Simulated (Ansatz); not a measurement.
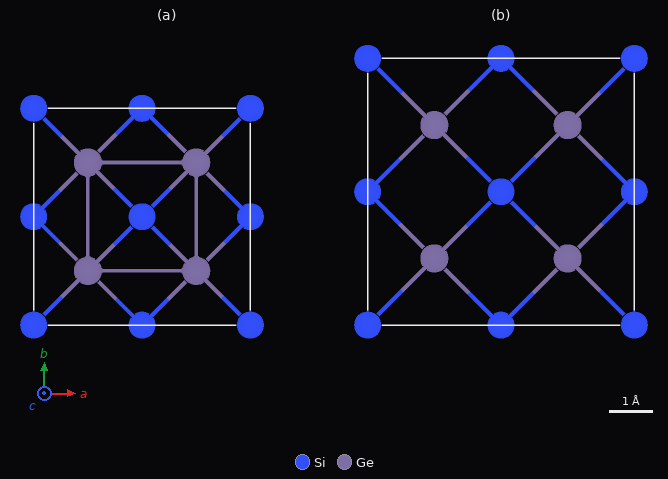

The structure of crystalline SiGe2 (a generated structure, set up in Fm-3m) (coarse preliminary run) before (left) and after (right) a relaxation, at one scale.

Style: ball-and-stick. Shown: the conventional cell (4 times the calculation's cell), along the c axis. Lengths and directions refer to the drawn axes.

The calculation used DFT PBE, scalar-relativistic, plane waves, PAW in Ansatz 0.2.0. Set-up: plane-wave cutoff 420 eV; k-point mesh 6 × 6 × 6; occupations gaussian; smearing width 0.1 eV; no spin polarisation; cell and atoms relaxed; force threshold 0.04 eV/Å; at most 70 steps.

Question: Describe what moved and what it gained.

Answer: The atoms keep their places relative to the cell (all moves are under 0.005 Å). The drawn cell changes as follows: a = b = c 5.064 → 6.230 Å (+23.0 %); the volume changes by +86.2 %. Among the contacts that change: Ge–Ge 2.532 → 3.115 Å, Ge–Si 2.193 → 2.698 Å. The space group stays Fm-3m (No. 225). The energy falls by 2404 meV per atom in 8 accepted moves (10 points after the start). All forces vanish by symmetry, so only the cell relaxes. The pressure goes from 144.72 to 0.07 GPa. At 2 points the geometry stayed and the basis and grid were re-selected for the new cell (energy shift of 99.5 meV per atom at most each time). Cost: 11 s on 1 thread of Arm Neoverse V1, with other jobs on the host, peak memory 0.32 GiB.
